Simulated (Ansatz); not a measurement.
## Single-point calculation of CuO (part 1 of 2)

The run: single-point calculation of CuO (P6₃mc, 4 atoms in the cell). Method and program: DFT LDA+U+J, spin-orbit coupling, plane waves, PAW, U = 7 eV, J = 0.7 eV on Cu atom 1 d; U = 7 eV, J = 0.7 eV on Cu atom 2 d (Ansatz 0.2.0).

The structure was built on a prototype by a generator; it need not be a known phase. It belongs to a series of runs on one base structure; here: from atoms, default search. Figures and captions count atoms from 1; the log counts them from 0 in places.

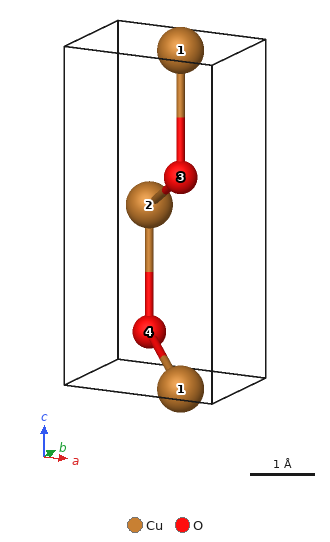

*The structure as given in the input (ball-and-stick view of the cell of the calculation, seen slightly off an axis; atoms are numbered from 1 in the order of the input).*

Near neighbours in the crystal (not all of them lie inside the picture): Cu has 4 O at 2.01 to 2.02 Å; O has 4 Cu at 2.01 to 2.02 Å.

The input:
```yaml
crystal:
  lattice:
    - [3.28802443, 0.0, 0.0]
    - [-1.64401221, 2.84751268, 0.0]
    - [0.0, 0.0, 5.38502486]
  atoms:
    - { symbol: Cu, position: [0.6666666667, 0.3333333333, 0.0], spin: 1.0, spin_axis: [0.0, 0.0, 1.0] }
    - { symbol: Cu, position: [0.3333333333, 0.6666666667, 0.5], spin: 1.0, spin_axis: [0.0, 0.0, -1.0] }
    - { symbol: O, position: [0.6666666667, 0.3333333333, 0.6252] }
    - { symbol: O, position: [0.3333333333, 0.6666666667, 0.1252] }
basis:
  ecutwfc: 420
  ecutrho_ratio: 4
kpoints:
  mp_grid: { grid: [7, 7, 4] }
hamiltonian:
  xc: lda
  hubbard:
    sites:
      - { site: 0, l: d, u: 7.0, j: 0.7 }
      - { site: 1, l: d, u: 7.0, j: 0.7 }
scf:
  occupations: { method: gaussian, width: 0.05 }
output:
  forces: true
  stress: true
  eigenvalues: true
  populations: true
  hubbard: { sites: [{ site: 0, l: d }, { site: 1, l: d }] }
  write_density: true
  write_potential: true
  elf: true
  volumetric_format: npy
magnetization:
  noncollinear: true
  spin_orbit: true
```

Machine: 4 threads of Intel Xeon (Emerald Rapids), 12 GiB of memory available, shared host.

Launched with:
```bash
ansatz run input.yaml --threads 4 --pin off --max-ram 6144MiB --backend cpu --events-out ev --progress --plain --runs-dir out
```

Log:
```
Warning: output.stress: scf.convergence.dr2_threshold = 1e-7 eV (the SCF's general default) is looser than the 4e-10 eV advised for a printed stress (1e-10 eV for each atom of the cell: 4). What an SCF threshold leaves in a stress goes as its square root, and in the free energy as the threshold itself, and one threshold admits the most on a small cell: of the crystals measured, under no hybrid functional and no lock of the moments, on runs that ended without the residual-converged pass, on stresses that held no estimate of that error, the worst erred by over 100 MPa in a component at 1e-7 eV an atom and by under 5 at 1e-10. Set scf.convergence.dr2_threshold to 4e-10 eV or tighter. The threshold is an SCF's pass mark: one that does not reach it within its budget of iterations ends unconverged, or closes short of it on a stop that the run arms, and scf.convergence.dr2_threshold's page says what that costs each kind of run
Cu: projections on atomic orbitals take those of the free atom [Ne] 3s2 3p6 3d10 4s1, of charge +0.00 (hamiltonian.pseudopotentials.projection_atoms); the dataset's partial waves leave at most 2.0e-9 of an orbital's norm unspanned inside its sphere
O: projections on atomic orbitals take those of the free atom [He] 2s2 2p4, of charge +0.00 (hamiltonian.pseudopotentials.projection_atoms); the dataset's partial waves leave at most 1.5e-11 of an orbital's norm unspanned inside its sphere
Engine: ansatz 0.2.0, x86_64-unknown-linux-gnu
Pseudopotentials: kind: paw_fr
Pseudopotential: Cu, paw_fr, valence charge 19, recommended cutoff 420 eV (normal), Cu.paw.azcp#standard-fr
Pseudopotential: O, paw_fr, valence charge 6, recommended cutoff 420 eV (normal), O.paw.azcp#standard-fr
Functional definition: SPW92
  exchange = slater_x
  correlation = pw_c
Crystal: 4 atoms, lattice volume = 50.418 Å³
Basis set: ecut = 420 eV, 989 PW (Γ)
Bands: 60, of which v1, the nominal top of the filled ones, is band 50 counted from 1 (49 counted from 0)
Symmetry: 6 space group operations + 6 with time reversal
Magnetic group: BNS 186.205 (UNI 1435), of the structure as read, at distance tolerance 3.7e-5 Å
k-points: 36 of 196 (time reversal used)
Projection manifold: j_resolved (fully-relativistic pseudo-atomic orbitals)
Non-local potential: Cu, projectors of the file, l = 0: 3, l = 1: 4, l = 2: 6, l = 3: 2
Non-local potential: O, projectors of the file, l = 0: 2, l = 1: 4, l = 2: 2
PAW form: soft (Blöchl's): semilocal exchange-correlation on the pseudo side does not see the compensation charge
PAW frozen core: Cu, regenerated for the run's functional, and the local potential with it (the file was generated under x = pbe(κ = 0.804, μ = 0.2195149727645171), c = pbe(β = 0.06672455060314922))
PAW frozen core: O, regenerated for the run's functional, and the local potential with it (the file was generated under x = pbe(κ = 0.804, μ = 0.2195149727645171), c = pbe(β = 0.06672455060314922))
PAW one-centre angular grid: Cu, 590 points (default); XC on 64 Gauss nodes
PAW one-centre angular grid: O, 110 points (default); XC on 64 Gauss nodes
Initial density: superposition of atomic densities (chi_scale 0.1, normalization cell, long waves kept (reshape's long-wave potential 0.00 eV rms))
Starting moments: Σ|m| = 2 μB on 2 of 4 sites
Initial wavefunctions: pseudopotential atomic-orbital guess
Functional: x = slater, c = lda
SCF iter   1: F=—  HF=-14215.978737 eV  |F-HF|=—  |Δ(HF+E_count)|=         —  Δρ=1.61e-1  dr2=3.74e0  dr2_m=2.99e0  ethr=3.10e-3  |M|=1.42e-16 ∫|m|=6.27e-1 μB  |m|>n=0.0e0 m-floor=6.8e-3 τ_xc=4.1e-33  β_m=0.30  ⟨swp⟩=7.8  Hψ=10285  notcnv=0  defer=19
preconditioner: auto → Kerker (q_TF=auto, 2.725 Å⁻¹)  [metal: Δε(μ)=0.003 eV  Ē_g=11.758 eV  σ=0.050 eV  W_gap=0.04  n_scr=22 (ndim 8)  ℏωp=30.5 eV  f_vac=0.056  D(μ)=5.20/eV (n_scr^D=66)]
spin=Noncollinear: Kerker preconditioning applied to the charge; magnetization (m_x, m_y, m_z) channels mix plain (no charge-response kernel on spin).
SCF iter   2: F=—  HF=-14215.545177 eV  |F-HF|=—  |Δ(HF+E_count)|=   4.34e-1  Δρ=9.97e-2  dr2=2.09e-1  dr2_m=1.15e0  ethr=3.10e-3  |M|=1.72e-16 ∫|m|=7.80e-1 μB  |m|>n=0.0e0 m-floor=0.0e0 τ_xc=3.0e-21  β_m=0.30  ⟨swp⟩=2.1  Hψ=3423  notcnv=0  defer=158
SCF iter   3: F=—  HF=-14215.664928 eV  |F-HF|=—  |Δ(HF+E_count)|=   1.20e-1  Δρ=7.29e-2  dr2=6.07e-2  dr2_m=6.14e-1  ethr=4.18e-4  |M|=1.69e-16 ∫|m|=7.79e-1 μB  |m|>n=0.0e0 m-floor=0.0e0 τ_xc=7.0e-21  β_m=0.30  ⟨swp⟩=2.0  Hψ=3381  notcnv=0  defer=158
SCF iter   4: F=—  HF=-14215.789914 eV  |F-HF|=—  |Δ(HF+E_count)|=   1.25e-1  Δρ=5.11e-2  dr2=3.84e-2  dr2_m=3.02e-1  ethr=1.21e-4  |M|=1.78e-16 ∫|m|=7.98e-1 μB  |m|>n=0.0e0 m-floor=0.0e0 τ_xc=1.0e-20  β_m=0.30  ⟨swp⟩=2.1  Hψ=3313  notcnv=0  defer=154
SCF iter   5: F=—  HF=-14215.845154 eV  |F-HF|=—  |Δ(HF+E_count)|=   5.52e-2  Δρ=3.82e-2  dr2=8.27e-3  dr2_m=1.69e-1  ethr=7.68e-5  |M|=1.90e-16 ∫|m|=7.84e-1 μB  |m|>n=0.0e0 m-floor=0.0e0 τ_xc=1.4e-20  β_m=0.30  ⟨swp⟩=2.1  Hψ=3765  notcnv=0  defer=148
SCF iter   6: F=—  HF=-14215.858115 eV  |F-HF|=—  |Δ(HF+E_count)|=   1.30e-2  Δρ=2.91e-2  dr2=5.68e-3  dr2_m=9.78e-2  ethr=1.65e-5  |M|=1.72e-16 ∫|m|=7.74e-1 μB  |m|>n=0.0e0 m-floor=0.0e0 τ_xc=1.6e-20  β_m=0.30  ⟨swp⟩=2.5  Hψ=3237  notcnv=0  defer=148
Mixer restart at iter 6: flushing history
spin-set hold released at iteration 6 (site moments contracting): the magnetisation degrees of freedom join the quasi-Newton model from the next iteration; the mixer history was flushed
SCF iter   7: F=—  HF=-14215.866562 eV  |F-HF|=—  |Δ(HF+E_count)|=   8.45e-3  Δρ=2.29e-2  dr2=1.15e-3  dr2_m=6.04e-2  ethr=1.14e-5  |M|=1.63e-16 ∫|m|=7.59e-1 μB  |m|>n=0.0e0 m-floor=0.0e0 τ_xc=1.9e-20  β_m=0.63  ⟨swp⟩=1.6  Hψ=2608  notcnv=0  defer=148
SCF iter   8: F=—  HF=-14215.884722 eV  |F-HF|=—  |Δ(HF+E_count)|=   1.82e-2  Δρ=5.76e-3  dr2=1.05e-2  dr2_m=9.91e-5  ethr=2.30e-6  |M|=1.70e-16 ∫|m|=7.19e-1 μB  |m|>n=0.0e0 m-floor=0.0e0 τ_xc=3.4e-20  β_m=0.53  ⟨swp⟩=2.6  Hψ=4443  notcnv=0  defer=148
SCF iter   9: F=—  HF=-14215.881734 eV  |F-HF|=—  |Δ(HF+E_count)|=   2.99e-3  Δρ=2.39e-3  dr2=2.11e-3  dr2_m=1.53e-4  ethr=2.30e-6  |M|=1.59e-16 ∫|m|=7.06e-1 μB  |m|>n=0.0e0 m-floor=0.0e0 τ_xc=3.8e-20  β_m=0.61  ⟨swp⟩=2.0  Hψ=4198  notcnv=0  defer=148
SCF iter  10: F=—  HF=-14215.881634 eV  |F-HF|=—  |Δ(HF+E_count)|=   1.01e-4  Δρ=8.81e-4  dr2=2.20e-4  dr2_m=9.26e-5  ethr=2.30e-6  |M|=1.72e-16 ∫|m|=6.96e-1 μB  |m|>n=0.0e0 m-floor=0.0e0 τ_xc=4.4e-20  β_m=0.81  ⟨swp⟩=2.2  Hψ=2954  notcnv=0  defer=148
SCF iter  11: F=—  HF=-14215.881717 eV  |F-HF|=—  |Δ(HF+E_count)|=   8.33e-5  Δρ=6.02e-4  dr2=1.96e-5  dr2_m=4.30e-5  ethr=4.39e-7  |M|=1.58e-16 ∫|m|=6.84e-1 μB  |m|>n=0.0e0 m-floor=0.0e0 τ_xc=5.2e-20  β_m=0.90  ⟨swp⟩=2.1  Hψ=3066  notcnv=0  defer=148
SCF iter  12: F=—  HF=-14215.881772 eV  |F-HF|=—  |Δ(HF+E_count)|=   5.49e-5  Δρ=4.87e-4  dr2=3.50e-5  dr2_m=2.78e-5  ethr=3.92e-8  |M|=1.52e-16 ∫|m|=6.75e-1 μB  |m|>n=0.0e0 m-floor=0.0e0 τ_xc=5.7e-20  β_m=0.95  ⟨swp⟩=2.0  Hψ=3837  notcnv=0  defer=148
SCF iter  13: F=—  HF=-14215.881796 eV  |F-HF|=—  |Δ(HF+E_count)|=   2.43e-5  Δρ=2.70e-4  dr2=2.19e-5  dr2_m=5.92e-6  ethr=3.92e-8  |M|=1.43e-16 ∫|m|=6.60e-1 μB  |m|>n=0.0e0 m-floor=0.0e0 τ_xc=6.3e-20  β_m=0.98  ⟨swp⟩=2.0  Hψ=3820  notcnv=0  defer=148
SCF iter  14: F=—  HF=-14215.881803 eV  |F-HF|=—  |Δ(HF+E_count)|=   6.74e-6  Δρ=6.68e-5  dr2=6.90e-7  dr2_m=5.91e-7  ethr=3.92e-8  |M|=1.33e-16 ∫|m|=6.51e-1 μB  |m|>n=0.0e0 m-floor=0.0e0 τ_xc=6.3e-20  β_m=0.99  ⟨swp⟩=2.0  Hψ=3167  notcnv=0  defer=148
SCF iter  15: F=—  HF=-14215.881804 eV  |F-HF|=—  |Δ(HF+E_count)|=   1.40e-6  Δρ=2.66e-5  dr2=9.10e-8  dr2_m=1.12e-7  ethr=2.00e-10  |M|=1.28e-16 ∫|m|=6.50e-1 μB  |m|>n=0.0e0 m-floor=0.0e0 τ_xc=6.4e-20  β_m=0.99  ⟨swp⟩=11.7  Hψ=15588  notcnv=0
SCF iter  16: F=—  HF=-14215.881805 eV  |F-HF|=—  |Δ(HF+E_count)|=   4.43e-7  Δρ=1.04e-5  dr2=3.08e-8  dr2_m=2.19e-8  ethr=1.82e-10  |M|=1.16e-16 ∫|m|=6.49e-1 μB  |m|>n=0.0e0 m-floor=0.0e0 τ_xc=6.2e-20  β_m=1.00  ⟨swp⟩=7.8  Hψ=13203  notcnv=0
SCF iter  17: F=—  HF=-14215.881805 eV  |F-HF|=—  |Δ(HF+E_count)|=   9.22e-8  Δρ=4.61e-6  dr2=8.65e-9  dr2_m=1.34e-9  ethr=6.17e-11  |M|=1.44e-16 ∫|m|=6.49e-1 μB  |m|>n=0.0e0 m-floor=0.0e0 τ_xc=6.3e-20  β_m=0.95  ⟨swp⟩=6.8  Hψ=11449  notcnv=0
SCF iter  18: F=-14215.881805 eV  HF=-14215.881805 eV  |F-HF|=1.76e-10  |Δ(HF+E_count)|=   2.19e-9  Δρ=8.41e-7  dr2=5.02e-10  dr2_m=1.19e-10  ethr=1.73e-11  |M|=1.48e-16 ∫|m|=6.48e-1 μB  |m|>n=0.0e0 m-floor=0.0e0 τ_xc=6.2e-20  ⟨swp⟩=6.5  Hψ=11105  notcnv=0
SCF 1 converged in 18 iterations: F = -14215.881805 eV  dr2 = 5.02e-10
  greatest PAW one-centre occupation: 1.000 electrons in one spin orbital (limit 2), on the Cu atom at site 1 (counted from 0), in its partial waves of l = 0
```

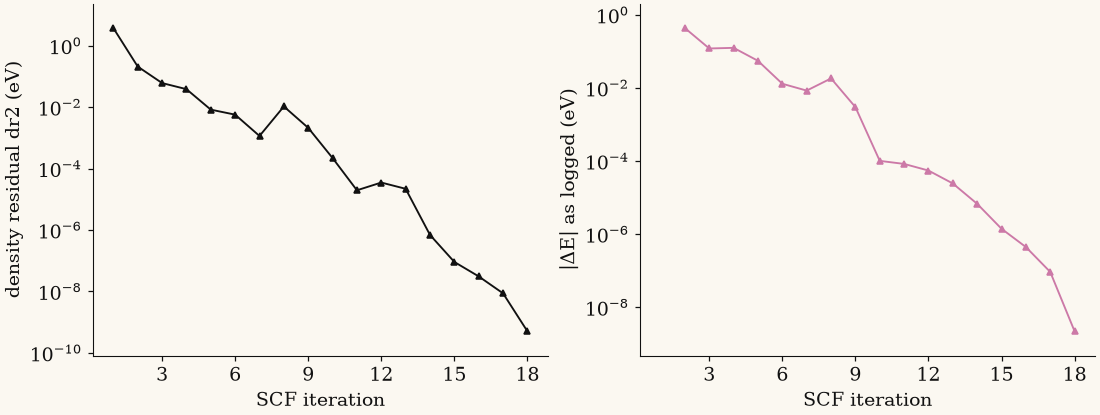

*Convergence of the self-consistent field: density residual dr2 and size of the energy change against the SCF iteration.*

The residual comes down, with one marked jump up, by a factor of about 9, at step 8.

```
SCF converged after 18 iterations
Magnetization: |M| = 0.0000 μB,  M = (+0.0000, +0.0000, +0.0000) μB
Absolute magnetization: 0.6495 μB (∫|m|, with the PAW one-centre terms)
  site 0: m = (+0.0000, -0.0000, +0.1385) μB, |m| = 0.1385 μB  (R = 0.83 Å)
  site 1: m = (-0.0000, -0.0000, -0.1385) μB, |m| = 0.1385 μB  (R = 0.83 Å)
  site 2: m = (-0.0000, +0.0000, -0.1606) μB, |m| = 0.1606 μB  (R = 0.83 Å)
  site 3: m = (+0.0000, +0.0000, +0.1606) μB, |m| = 0.1606 μB  (R = 0.83 Å)
Free energy (F): -14215.881805 eV
Harris-Foulkes:  -14215.881805 eV  (|F-HF|=1.76e-10)
Internal energy: -14215.875718 eV  (E = F + TS)
E sigma→0 (E₀):  -14215.878761 eV
Entropy (-TS):   -0.006087 eV (-1.522 meV/atom)
Fermi energy:    6.823150 eV
```
